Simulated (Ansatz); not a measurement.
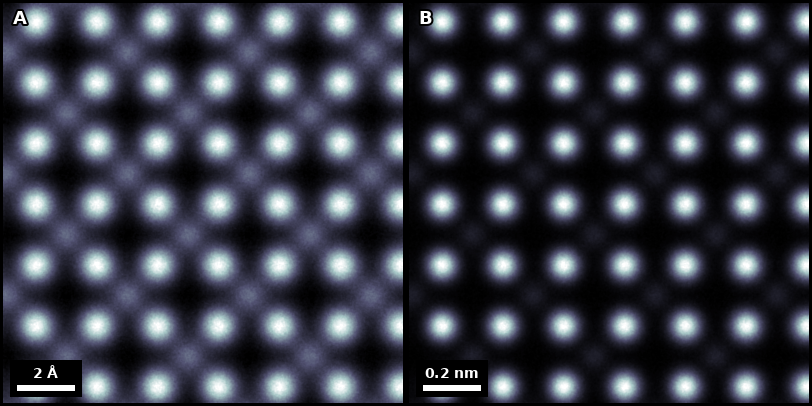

Two simulated images of the same area of Cu$_{2}$O (Pn-3m, No. 224) along [001], with a probe of 0.81 Å. One is incoherent Z contrast (Z^1.6 per atom), the other the projected potential of neutral atoms blurred by the probe (iDPC-like, thin sample). Brightness is counted from the darkest point of the image. Shot noise was added. Structure used: the input geometry of a calculation.

**Which panel is which, and how can one tell?**

B is the Z-contrast image and A the potential image. The columns of 1 O per repeat reach about 13 % of the brightest peak (1 Cu) in B but about 44 % in A, mainly since the potential grows much more slowly with atomic number.
